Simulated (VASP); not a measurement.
## Single-point calculation of Mo (part 2 of 2)

Mo (P1, 48 atoms in the cell); Kohn-Sham DFT of a periodic cell, r2SCAN, VASP PAW PBE potentials, recommended, no spin polarisation (VASP 6.6.1); cutoff 450 eV, 1×1×1 k-mesh, Gaussian smearing of 0.05 eV. The structure derives from a Materials Project entry. It belongs to a series of runs on one base structure; here: ranks NCORE KPAR = ranks=16 NCORE=1 KPAR=1; supercell [4, 4, 3], atoms moved at random by about 0.05 A. The settings are looser than a standard set-up, so the numbers are not reference values.

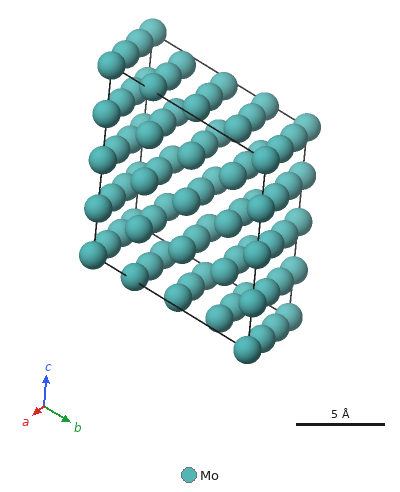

Fig. 1: The input geometry (spheres-only view of the cell of the calculation, set on other vectors, seen slightly off an axis).

**Parts of OUTCAR, continued**
```
    222       8.0660      2.00000
    223       8.0805      2.00000
    224       8.0932      2.00000
    225       8.1095      2.00000
    226       8.1261      2.00000
    227       8.1316      2.00000
    228       8.1452      2.00000
    229       8.1556      2.00000
    230       8.1630      2.00000
    231       8.1718      2.00000
    232       8.1860      2.00000
    233       8.1962      2.00000
    234       8.2144      2.00000
    235       8.2930      2.00000
    236       8.3087      2.00000
    237       8.3200      2.00000
    238       8.3265      2.00000
    239       8.3350      2.00000
    240       8.3581      2.00000
    241       8.4723      2.00000
    242       8.4787      2.00000
    243       8.5009      2.00000
    244       8.5066      2.00000
    245       8.7305      2.00000
    246       8.7482      2.00000
    247       8.7557      2.00000
    248       8.8304      2.00000
    249       8.8350      2.00000
    250       8.8646      2.00000
    251       8.8867      2.00000
    252       8.9046      2.00000
    253       8.9092      2.00000
    254       9.0508      2.00000
    255       9.0744      2.00000
    256       9.0807      2.00000
    257       9.1302      2.00000
    258       9.2014      2.00000
    259       9.2157      2.00000
    260       9.2262      2.00000
    261       9.2380      2.00000
    262       9.2510      2.00000
    263       9.2615      2.00000
    264       9.2640      2.00000
    265       9.2768      2.00000
    266       9.2911      2.00000
    267       9.2950      2.00000
    268       9.3127      2.00000
    269       9.3274      2.00000
    270       9.3438      2.00000
    271       9.3512      2.00000
    272       9.3595      2.00000
    273       9.3824      2.00000
    274       9.4480      2.00000
    275       9.4645      2.00000
    276       9.4673      2.00000
    277       9.4727      2.00000
    278       9.4806      2.00000
    279       9.5103      2.00000
    280       9.5145      2.00000
    281       9.5619      2.00000
    282       9.6396      2.00000
    283       9.6743      2.00000
    284       9.6873      2.00000
    285       9.7071      2.00000
    286       9.7316      2.00000
    287       9.7443      2.00000
    288      10.0564      2.00000
    289      10.0838      2.00000
    290      10.3747      2.00000
    291      10.3938      2.00000
    292      10.4085      2.00000
    293      10.4233      2.00000
    294      10.4343      2.00000
    295      10.4500      2.00000
    296      10.4655      2.00000
    297      10.4689      2.00000
    298      10.4914      2.00000
    299      10.5007      2.00000
    300      10.5257      2.00000
    301      10.5456      2.00000
    302      10.5876      2.00000
    303      10.5908      2.00000
    304      10.5973      2.00000
    305      10.6011      2.00000
    306      10.6136      2.00000
    307      10.6309      2.00000
    308      10.6392      2.00000
    309      10.6539      2.00000
    310      10.6740      2.00000
    311      10.7113      2.00000
    312      10.7366      2.00000
    313      10.8127      2.00000
    314      10.8378      2.00000
    315      10.8900      2.00000
    316      10.9233      2.00000
    317      11.0345      2.00000
    318      11.0649      2.00000
    319      11.2064      2.00000
    320      11.2203      2.00000
    321      11.2237      2.00000
    322      11.2336      2.00000
    323      11.4162      2.00000
    324      11.4628      2.00000
    325      11.5812      2.00000
    326      11.6306      2.00000
    327      11.6464      2.00000
    328      11.6811      2.00000
    329      11.6998      2.00000
    330      11.7344      2.00000
    331      11.8315      2.00000
    332      11.8424      2.00000
    333      12.0383      2.00000
    334      12.0576      2.00000
    335      12.2911      1.53058
    336      12.2954      1.45228
    337      12.3352      0.60085
    338      12.3454      0.41630
    339      13.1832      0.00000
    340      13.2219      0.00000
    341      13.2463      0.00000
    342      13.2541      0.00000
    343      13.2648      0.00000
    344      13.2999      0.00000
    345      13.3159      0.00000
    346      13.3226      0.00000
    347      13.3643      0.00000
    348      13.3949      0.00000
 [bands above 348 left out]

------------------------ aborting loop because EDIFF is reached ----------------------------------------

  FORCE on cell =-STRESS in cart. coord.  units (eV):
  Direction    XX          YY          ZZ          XY          YZ          ZX
  --------------------------------------------------------------------------------------
  -------------------------------------------------------------------------------------
  Total       -6.6821128     -4.1001990    -13.8856111    -26.1161173      6.4151292      6.1619244
  in kB      -14.0350757     -8.6120371    -29.1652669    -54.8541598     13.4743048     12.9424746
  external PRESSURE =     -17.2707932 kB  Pullay stress =       0.0000000 kB

 VOLUME and BASIS-vectors are now :
 -----------------------------------------------------------------------------
  energy-cutoff  :      450.00
  volume of cell :      762.80
      direct lattice vectors                 reciprocal lattice vectors
    -6.335235888  6.335235888  6.335235888     0.000000000  0.078923659  0.078923659
     6.335235888 -6.335235888  6.335235888     0.078923659  0.000000000  0.078923659
     4.751426916  4.751426916 -4.751426916     0.105231546  0.105231546  0.000000000

 POSITION                                       TOTAL-FORCE (eV/Angst)
 -----------------------------------------------------------------------------------
      0.01037      0.02465      0.00992         0.048656     -0.417833     -0.058607
      7.87994     -4.72426      4.76482         0.644428     -0.812544     -0.352665
      9.48675     -3.15019      3.17856         0.546197     -0.505237     -0.298763
      1.59263     -1.58296      1.60021        -0.345779      0.258319     -0.409975
     -3.18971      6.33035      6.32078         0.131710      0.052330      0.238035
     -1.56585      7.92024      4.74265        -0.595270     -0.029250      0.099672
      1.56036      7.91133      4.75167         0.469626     -0.009267      0.057526
      4.74316     -1.54498      1.61401         0.200215     -0.654319     -0.698808
     -0.08134      6.27857      6.33000         0.901495      0.496235     -0.019948
      9.49019      0.00641      0.00652        -0.094023     -0.064657     -0.229977
      0.06353      3.13426      9.49152        -1.150881      0.648646      0.056919
      7.98033     -1.56441      1.60370        -0.908826     -0.390056     -0.396754
      9.48743     -0.04944      3.17264         0.263733      0.786869     -0.017414
      6.33851     -3.20444      6.31473        -0.415905      0.679443      0.369709
      7.91689     -1.61215      4.74848        -0.134744      0.527193     -0.037110
      0.00286      0.00107      3.15243         0.075159      0.051129      0.085693
      1.60162      1.61055      1.59343        -0.099430     -0.430940     -0.606561
      3.14307      3.18957     -0.01504         0.582330     -0.463657      0.140911
      6.36161      3.13547      0.02744        -0.388761      0.513912     -0.174622
      3.16702     -0.03746      3.15820         0.009009      0.508407      0.260111
      4.75306      1.59199      1.55434        -0.179143     -0.052117      0.178657
      7.88583      1.58979      1.56980         0.574886     -0.214309     -0.109283
      4.75850     -1.56103      4.70196         0.118132     -0.388729      0.468860
      6.34287      0.03674      3.15869         0.129901     -0.657638      0.015970
      7.89472      1.60638      4.75903         0.566169     -0.654580     -0.245690
      4.77831     -1.59417      7.87459        -0.407298      0.166578      0.241397
     -0.00330      6.32186      0.02326        -0.026000      0.054203     -0.449885
      3.17343      6.28631     -0.03585        -0.011691      0.566065      0.434232
      0.02651      3.18801      3.14842        -0.436025     -0.225883      0.154223
      1.58378      4.76479      1.59786         0.073417     -0.277130     -0.511587
      0.02628      0.00770      6.33239        -0.432234     -0.058194     -0.416724
      1.57605      1.61548      4.68390         0.304658     -0.398833      0.822607
      3.16346      3.16860      3.12486         0.160206      0.166916      0.525708
      6.34522      3.14808      3.19349        -0.164106      0.409196     -0.308178
      3.16385      0.02007      6.37180         0.188111     -0.377540     -0.526358
      4.76291      1.55754      4.70600        -0.351733      0.419215      0.557707
     -4.69883      4.74809      4.73077        -0.428300      0.168487      0.197659
     -3.16329      6.32949      3.19318         0.169425      0.060370     -0.265501
      4.75244      1.58423      7.89761         0.192523      0.153325      0.230024
      1.59789      7.88804      1.60378        -0.055454      0.680619     -0.383387
     -1.53809      4.70569      4.67744        -0.720988      0.507283      0.632443
      0.01851      6.41167      3.13759        -0.335872     -0.987768      0.261008
      3.13010      6.35291      3.14240         0.750425     -0.250328      0.398076
     -0.01517      3.15717      6.35120         0.493672      0.032968     -0.304499
      1.57165      4.75976      4.74613         0.296870     -0.088971      0.257207
      4.72609      4.74183      4.72291         0.353229     -0.103520      0.283000
      1.58401      1.55009      7.88626        -0.036526      0.463202      0.230543
      3.21133      3.16602      6.33362        -0.525193      0.142388     -0.375601
 -----------------------------------------------------------------------------------
    total drift:                                0.001263      0.000012     -0.002169

  FREE ENERGIE OF THE ION-ELECTRON SYSTEM (eV)
  ---------------------------------------------------
  free  energy   TOTEN  =     -1248.9009190774 eV

  energy  without entropy=    -1248.8107843558  energy(sigma->0) =    -1248.85585172
```

**CONTCAR**
```
Mo
   1.00000000000000
    -6.3352358875999997    6.3352358875999997    6.3352358875999997
     6.3352358875999997   -6.3352358875999997    6.3352358875999997
     4.7514269156999998    4.7514269156999998   -4.7514269156999998
  Mo
    48
Direct
     0.0027279999999976    0.0016010000000009    0.0036849999999973
     0.0032009999999971    0.9979709999999997    0.3320769999999982
     0.0022390000000030    0.9995919999999998    0.6668060000000011
     0.0013620000000003    0.2519909999999967    0.0010180000000020
     0.9984729999999971    0.2471150000000009    0.3304940000000016
     0.9994020000000035    0.2507250000000028    0.6686830000000015
     0.9994099999999975    0.4981679999999997    0.9967200000000034
     0.0054480000000012    0.5017309999999995    0.3365489999999980
     0.9951140000000009    0.4931669999999997    0.6521439999999998
     0.0010199999999969    0.7495150000000024    0.9993419999999986
     0.9964730000000017    0.7541200000000003    0.3365089999999995
     0.0031010000000009    0.7564070000000029    0.6751569999999987
     0.2464939999999984    0.9991789999999980    0.9931740000000033
     0.2454759999999965    0.9986400000000017    0.3298029999999983
     0.2475299999999976    0.9995970000000014    0.6634570000000011
     0.2488859999999988    0.2490269999999981    0.0004139999999992
     0.2528700000000015    0.2521649999999980    0.3380209999999977
     0.2505450000000025    0.2468750000000028    0.6663929999999993
     0.2496280000000013    0.5042469999999994    0.9993920000000003
     0.2462999999999980    0.4992090000000005    0.3293279999999967
     0.2483199999999997    0.4978029999999976    0.6676989999999989
     0.2493669999999995    0.7462730000000022    0.9971340000000026
     0.2478940000000023    0.7466539999999995    0.3364750000000001
     0.2521950000000004    0.7498980000000017    0.6713359999999966
     0.5023809999999997    0.9986800000000002    0.9998149999999981
     0.4956740000000011    0.9986129999999989    0.3350719999999967
     0.5007799999999989    0.0015750000000025    0.6649120000000011
     0.4933089999999964    0.2476290000000034    0.9954630000000009
     0.5000939999999972    0.2505769999999998    0.3382689999999968
     0.5021640000000005    0.2511069999999975    0.6680700000000002
     0.5003829999999994    0.5018499999999975    0.0035760000000025
     0.4971699999999970    0.4940580000000026    0.3358490000000032
     0.4967029999999966    0.4962969999999984    0.6663330000000016
     0.5005000000000024    0.7528300000000030    0.9989950000000007
     0.5044699999999978    0.7525890000000004    0.3350489999999979
     0.4943409999999986    0.7473209999999995    0.6651110000000031
     0.7481059999999999    0.0025210000000015    0.0051839999999999
     0.7515640000000019    0.0023589999999984    0.3331840000000028
     0.7483410000000035    0.9983879999999985    0.6668170000000018
     0.7491290000000035    0.2526879999999991    0.9982189999999989
     0.7405509999999964    0.2477689999999981    0.3333310000000012
     0.7536630000000031    0.2490910000000000    0.6766580000000033
     0.7494039999999984    0.4950479999999970    0.9979110000000020
     0.7504350000000031    0.5000619999999998    0.3306370000000030
     0.7502399999999980    0.4986219999999975    0.6662639999999982
     0.7469919999999988    0.7457500000000010    0.9963240000000013
     0.7447510000000008    0.7474279999999993    0.3298059999999978
     0.7497460000000018    0.7533219999999972    0.6710980000000006

  0.00000000E+00  0.00000000E+00  0.00000000E+00
  0.00000000E+00  0.00000000E+00  0.00000000E+00
  0.00000000E+00  0.00000000E+00  0.00000000E+00
  0.00000000E+00  0.00000000E+00  0.00000000E+00
  0.00000000E+00  0.00000000E+00  0.00000000E+00
  0.00000000E+00  0.00000000E+00  0.00000000E+00
  0.00000000E+00  0.00000000E+00  0.00000000E+00
  0.00000000E+00  0.00000000E+00  0.00000000E+00
  0.00000000E+00  0.00000000E+00  0.00000000E+00
  0.00000000E+00  0.00000000E+00  0.00000000E+00
  0.00000000E+00  0.00000000E+00  0.00000000E+00
  0.00000000E+00  0.00000000E+00  0.00000000E+00
  0.00000000E+00  0.00000000E+00  0.00000000E+00
  0.00000000E+00  0.00000000E+00  0.00000000E+00
  0.00000000E+00  0.00000000E+00  0.00000000E+00
  0.00000000E+00  0.00000000E+00  0.00000000E+00
  0.00000000E+00  0.00000000E+00  0.00000000E+00
  0.00000000E+00  0.00000000E+00  0.00000000E+00
  0.00000000E+00  0.00000000E+00  0.00000000E+00
  0.00000000E+00  0.00000000E+00  0.00000000E+00
  0.00000000E+00  0.00000000E+00  0.00000000E+00
  0.00000000E+00  0.00000000E+00  0.00000000E+00
  0.00000000E+00  0.00000000E+00  0.00000000E+00
  0.00000000E+00  0.00000000E+00  0.00000000E+00
  0.00000000E+00  0.00000000E+00  0.00000000E+00
  0.00000000E+00  0.00000000E+00  0.00000000E+00
  0.00000000E+00  0.00000000E+00  0.00000000E+00
  0.00000000E+00  0.00000000E+00  0.00000000E+00
  0.00000000E+00  0.00000000E+00  0.00000000E+00
  0.00000000E+00  0.00000000E+00  0.00000000E+00
  0.00000000E+00  0.00000000E+00  0.00000000E+00
  0.00000000E+00  0.00000000E+00  0.00000000E+00
  0.00000000E+00  0.00000000E+00  0.00000000E+00
  0.00000000E+00  0.00000000E+00  0.00000000E+00
  0.00000000E+00  0.00000000E+00  0.00000000E+00
  0.00000000E+00  0.00000000E+00  0.00000000E+00
  0.00000000E+00  0.00000000E+00  0.00000000E+00
  0.00000000E+00  0.00000000E+00  0.00000000E+00
  0.00000000E+00  0.00000000E+00  0.00000000E+00
  0.00000000E+00  0.00000000E+00  0.00000000E+00
  0.00000000E+00  0.00000000E+00  0.00000000E+00
  0.00000000E+00  0.00000000E+00  0.00000000E+00
  0.00000000E+00  0.00000000E+00  0.00000000E+00
  0.00000000E+00  0.00000000E+00  0.00000000E+00
  0.00000000E+00  0.00000000E+00  0.00000000E+00
  0.00000000E+00  0.00000000E+00  0.00000000E+00
  0.00000000E+00  0.00000000E+00  0.00000000E+00
  0.00000000E+00  0.00000000E+00  0.00000000E+00
```

**Key numbers**

- outcome: converged
- space group (tolerance 0.01 Å): P1 (1)
- electrons treated: 672
- free energy: −1248.9009 eV
- Fermi energy: 12.317 eV
- gap on the k-point mesh: 0.04 eV
- pressure: −1.73 GPa
- largest force (length of the vector): 1.322 eV/Å
- hardware: 16 threads of Intel Xeon (Granite Rapids), 362 GiB of memory available, host not shared
- wall time: 2.2 min (CPU time 34 min)
- peak memory: 0.4 GiB

Settings chosen away from the usual ones: ranks NCORE KPAR = ranks=16 NCORE=1 KPAR=1; supercell [4, 4, 3], atoms moved at random by about 0.05 A. The settings depart from the standard set-up of this series, which can bear on the numbers. Points of doubt noted for this run: coarse k mesh.
